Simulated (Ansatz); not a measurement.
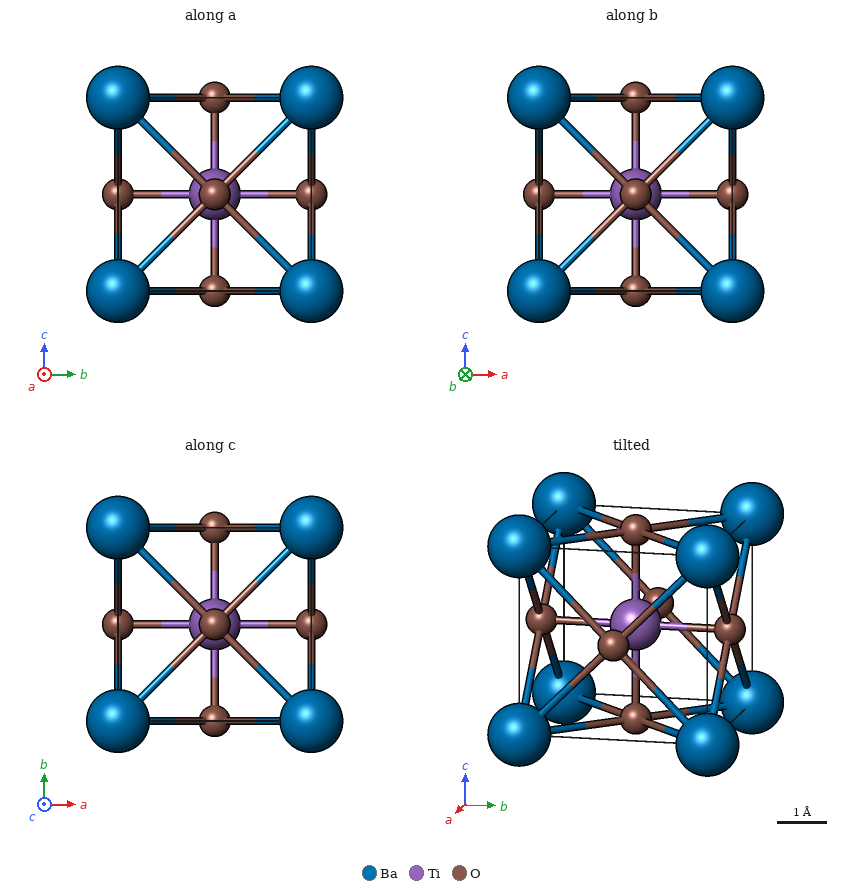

Ball-and-stick representation of a periodic structure, projected along the a axis, along the b axis, along the c axis and slightly off an axis. One conventional unit cell is outlined, and atoms on its boundary appear in each equivalent place.

Lattice parameters: a = 3.9941 Å, b = 3.9941 Å, c = 3.9941 Å, α = 90.000°, β = 90.000°, γ = 90.000°.

### Convert the drawing into a CIF in P1 with every atom of the cell.

```cif
data_structure
_symmetry_space_group_name_H-M 'P 1'
_symmetry_Int_Tables_number 1
_cell_length_a 3.9941
_cell_length_b 3.9941
_cell_length_c 3.9941
_cell_angle_alpha 90.000
_cell_angle_beta 90.000
_cell_angle_gamma 90.000
_cell_volume 63.72
loop_
_atom_site_label
_atom_site_type_symbol
_atom_site_fract_x
_atom_site_fract_y
_atom_site_fract_z
_atom_site_occupancy
Ba1 Ba 0.0000 0.0000 0.0000 1
Ti1 Ti 0.5000 0.5000 0.5000 1
O1 O 0.5000 0.5000 0.0000 1
O2 O 0.5000 0.0000 0.5000 1
O3 O 0.0000 0.5000 0.5000 1
```

Origin of the cell: a structure type filled with these elements by a generator (whether the compound takes this form wasn't checked). This is the structure after a relaxation with DFT, r2SCAN, plane waves, PAW (Ansatz).
